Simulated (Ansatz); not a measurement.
```cif
data_structure
_symmetry_space_group_name_H-M 'P 1'
_symmetry_Int_Tables_number 1
_cell_length_a 5.4712
_cell_length_b 5.4712
_cell_length_c 10.9244
_cell_angle_alpha 90.000
_cell_angle_beta 90.000
_cell_angle_gamma 90.000
_cell_volume 327.01
loop_
_atom_site_label
_atom_site_type_symbol
_atom_site_fract_x
_atom_site_fract_y
_atom_site_fract_z
_atom_site_occupancy
Zn1 Zn 0.50000 0.00000 0.25000 1
Zn2 Zn 0.00000 0.50000 0.75000 1
Cu1 Cu 0.00000 0.00000 0.00000 1
Cu2 Cu 0.50000 0.50000 0.50000 1
Cu3 Cu 0.00000 0.50000 0.25000 1
Cu4 Cu 0.50000 0.00000 0.75000 1
Sn1 Sn 0.00000 0.00000 0.50000 1
Sn2 Sn 0.50000 0.50000 0.00000 1
S1 S 0.76622 0.24172 0.12938 1
S2 S 0.26622 0.74172 0.62938 1
S3 S 0.24172 0.23378 0.87062 1
S4 S 0.74172 0.73378 0.37062 1
S5 S 0.23378 0.75828 0.12938 1
S6 S 0.73378 0.25828 0.62938 1
S7 S 0.25828 0.26622 0.37062 1
S8 S 0.75828 0.76622 0.87062 1
```

Space group I-4; computed without spin polarisation.

Level of theory: DFT PBE, scalar-relativistic, plane waves, PAW (Ansatz 0.2.0).

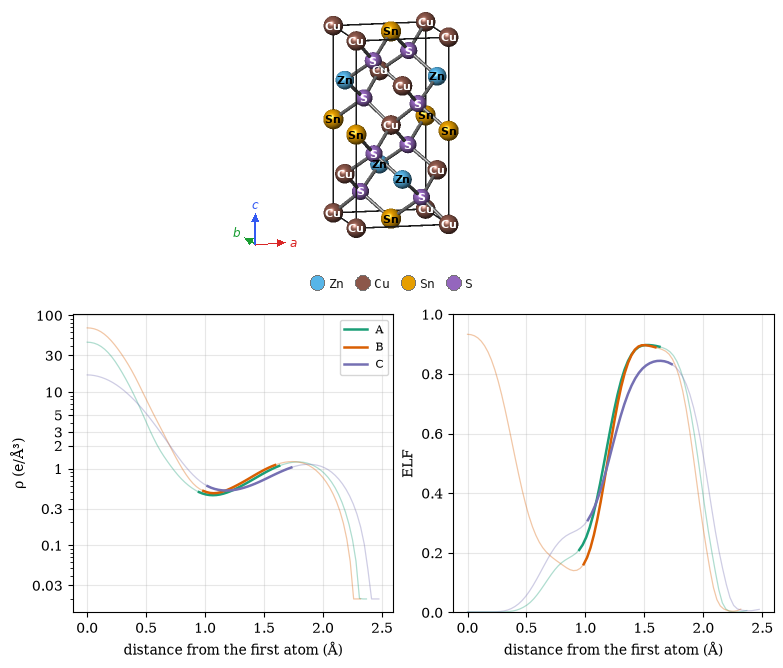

ZnCu$_{2}$SnS$_{4}$. Valence charge density (pseudo) and ELF along straight lines between neighbouring atoms. Thin, pale parts lie inside the atomic spheres. The structure is drawn too.

Core electrons are frozen (PAW), and the valence fields are smoothed inside the atomic spheres.

**Which curve belongs to which contact (Cu–S, Sn–S and Zn–S)? The first atom named is at distance zero.**

Curve A: Zn–S (2.37 Å): ρ is about 0.49 e/Å³ halfway; the ELF peaks at about 0.90 in the valence shell of S, 0.9 Å from its nucleus, and is about 0.55 at the midpoint. Curve B: Cu–S (2.32 Å): ρ is about 0.51 e/Å³ halfway; the ELF peaks at about 0.90 in the valence shell of S, 0.8 Å from its nucleus, and is about 0.45 at the midpoint. Curve C: Sn–S (2.47 Å): ρ is about 0.53 e/Å³ halfway; the ELF peaks at about 0.85 in the valence shell of S, 0.8 Å from its nucleus, and is about 0.55 at the midpoint.
